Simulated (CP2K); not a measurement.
Input

```
&GLOBAL
  PROJECT inas_scf
  RUN_TYPE ENERGY_FORCE
  PRINT_LEVEL LOW
&END GLOBAL
&FORCE_EVAL
  METHOD QS
  STRESS_TENSOR ANALYTICAL
  &DFT
    BASIS_SET_FILE_NAME BASIS_MOLOPT_UZH
    POTENTIAL_FILE_NAME POTENTIAL_UZH
    &MGRID
      CUTOFF 675
      REL_CUTOFF 60
      NGRIDS 4
    &END MGRID
    &QS
      METHOD GPW
      EPS_DEFAULT 1.0E-9
    &END QS
    &KPOINTS
      SCHEME MONKHORST-PACK 8 8 8
      GAMMA_CENTERED T
      SYMMETRY T
      SYMMETRY_BACKEND SPGLIB
    &END KPOINTS
    &SCF
      SCF_GUESS ATOMIC
      EPS_SCF 1.0E-6
      MAX_SCF 100
      ADDED_MOS 10
      CHOLESKY OFF
      EPS_EIGVAL 1.0E-7
      &DIAGONALIZATION ON
        ALGORITHM STANDARD
      &END DIAGONALIZATION
      &MIXING ON
        METHOD BROYDEN_MIXING
        ALPHA 0.4
        BETA 1.5
        NBUFFER 8
      &END MIXING
      &SMEAR ON
        METHOD FERMI_DIRAC
        ELECTRONIC_TEMPERATURE 580.23
      &END SMEAR
    &END SCF
    &XC
      &XC_FUNCTIONAL PBE
      &END XC_FUNCTIONAL
    &END XC
    &PRINT
      &KPOINTS ON
      &END KPOINTS
      &MULLIKEN ON
      &END MULLIKEN
      &MO ON
        ENERGIES T
        OCCUPATION_NUMBERS T
        &EACH
          QS_SCF 0
        &END EACH
        ADD_LAST NUMERIC
      &END MO
      &E_DENSITY_CUBE ON
        STRIDE 1
      &END E_DENSITY_CUBE
      &V_HARTREE_CUBE ON
        STRIDE 1
      &END V_HARTREE_CUBE
      &ELF_CUBE ON
        STRIDE 1
      &END ELF_CUBE
    &END PRINT
  &END DFT
  &SUBSYS
    &CELL
      ABC 4.2680965312 4.2680965313 4.2680965312
      ALPHA_BETA_GAMMA 60.0000000003 60.0000000000 60.0000000005
      PERIODIC XYZ
    &END CELL
    &COORD
      In  0.0000000000 0.0000000000 0.0000000000
      As  6.4021447968 3.6962800219 2.6136646686
    &END COORD
    &KIND In
      BASIS_SET TZVP-MOLOPT-PBE-GTH-q13
      POTENTIAL GTH-PBE-q13
    &END KIND
    &KIND As
      BASIS_SET TZVP-MOLOPT-PBE-GTH-q5
      POTENTIAL GTH-PBE-q5
    &END KIND
    &PRINT
      &ATOMIC_COORDINATES ON
      &END ATOMIC_COORDINATES
      &CELL ON
      &END CELL
      &SYMMETRY ON
      &END SYMMETRY
    &END PRINT
  &END SUBSYS
  &PRINT
    &FORCES ON
    &END FORCES
    &STRESS_TENSOR ON
    &END STRESS_TENSOR
  &END PRINT
&END FORCE_EVAL
```

Launched as:

```sh
OMP_NUM_THREADS=1 cp2k.psmp -i inas_scf.inp -o inas_scf.out
```

Below, planes, directions and counts refer to the conventional cell (a = 6.04 Å, b = 6.04 Å, c = 6.04 Å, α = 90.00°, β = 90.00°, γ = 90.00°).

Space group F-43m; computed pressure about 5 GPa in this cell.

Computed with Kohn-Sham DFT of a periodic cell, PBE, GTH-PBE with UZH-TZVP basis (CP2K 2026.2).

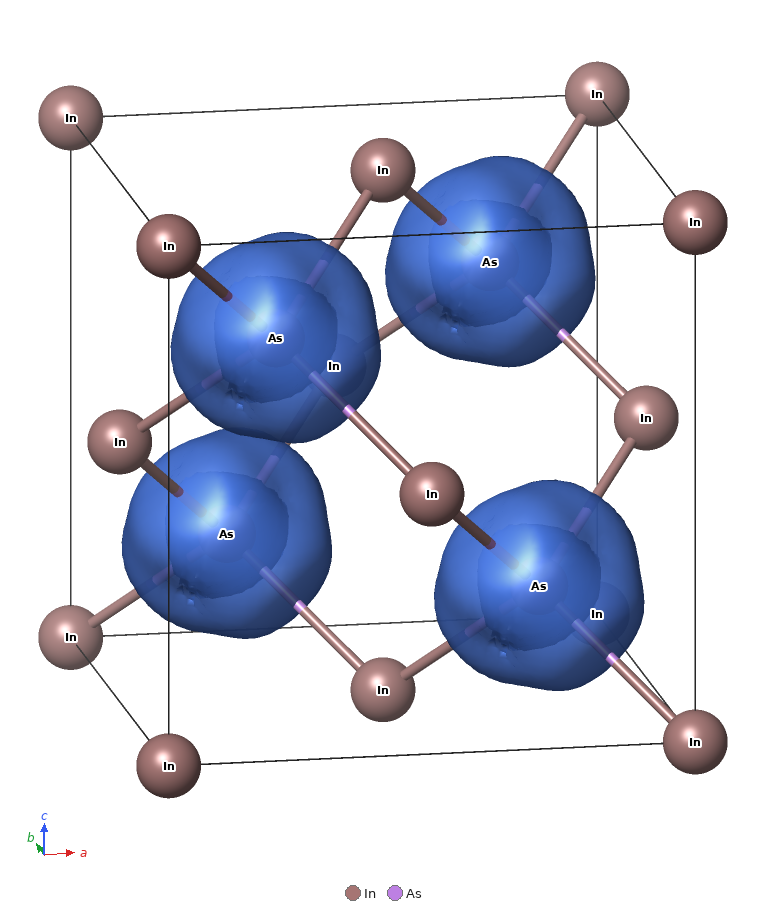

InAs. Isosurface of the electron localisation function at 0.75 (blue), seen slightly off an axis. Core shells and regions of very low density are left out. Sticks mark near contacts.

Core electrons are replaced by pseudopotentials, and the valence fields are smoothed inside the atomic spheres.

Where are the electrons localised?

The ELF exceeds this value in four regions wrapped around As (the valence shell of each), counted in one cell of 8 atoms. Regions shared between cells count once.

Values along the shortest contacts:
In–As (2.61 Å): the ELF is about 0.55 at the midpoint.
